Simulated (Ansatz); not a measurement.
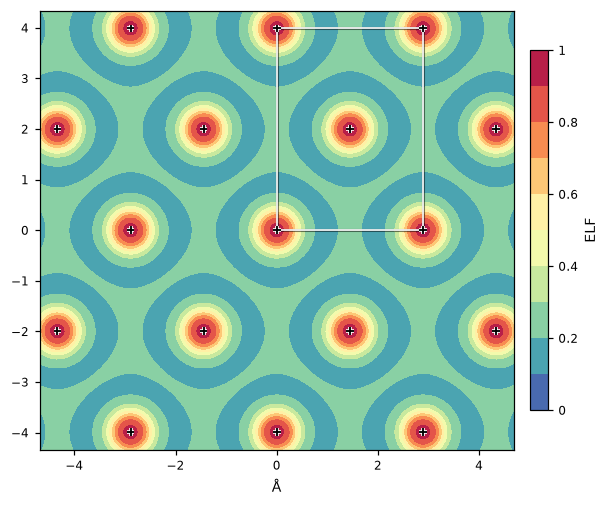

The electron localisation function on a plane through atoms (crosses mark nuclei in the plane).

Computed with Ansatz 0.2.0, DFT PBEsol, scalar-relativistic, plane waves, PAW.

Candidates:
A. Cu, a = 2.89 Å, b = 2.89 Å, c = 2.75 Å, α = 90.00°, β = 90.00°, γ = 90.00°. Space group I4/mmm; a structure from a database of computed crystals, not necessarily the ambient phase; changed on purpose from its base cell (strain along c alone, the other axes held, atoms relaxed: +1.0 %); computed without spin polarisation.
B. SnO₂, a = 4.77 Å, b = 4.77 Å, c = 3.21 Å, α = 90.00°, β = 90.00°, γ = 90.00°. Space group P4₂/mnm.

**Which candidate gave the map?**

Candidate A: Cu on the (011̄) plane of the conventional cell, which holds Cu. Cu–Cu (2.46 Å): the ELF is about 0.20 at the midpoint; no localised pair shows between them.
